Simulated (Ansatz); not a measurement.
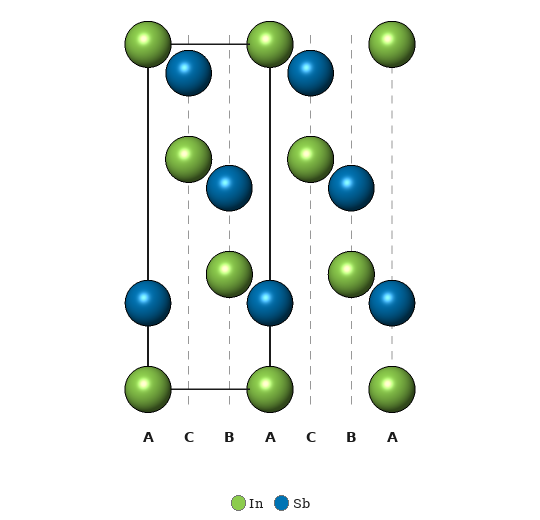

The picture looks along a close-packed row of the hexagonal mesh; [111] points upwards. The dashed lines mark the three columns A (0, 0), B (1/3, 2/3) and C (2/3, 1/3). The box is the hexagonal cell of the face-centred cubic lattice. The sequence starts with the first layer at or above the cell's origin.

System InSb (space group F-43m, No. 216); source of the atomic positions: coordinates from a relaxation with DFT r2SCAN, scalar-relativistic, plane waves, PAW (Ansatz).

Question: Give the sequence of layers in one repeat, with element and column.

Answer: In(A) – Sb(A) – In(B) – Sb(B) – In(C) – Sb(C) (six layers in 11.35 Å).

Question: How are the Sb layers alone stacked?

Answer: Sb layers alone: ABC, the cubic close-packed type.

Question: Which positions between or in the Sb layers do the other atoms fill?

Answer: In: three tetrahedral sites (per hexagonal cell).

Question: What short polytype symbol fits?

Answer: Polytype symbol 3C, the symbol of a tetrahedral polytype (number of double layers in the repeat and lattice).
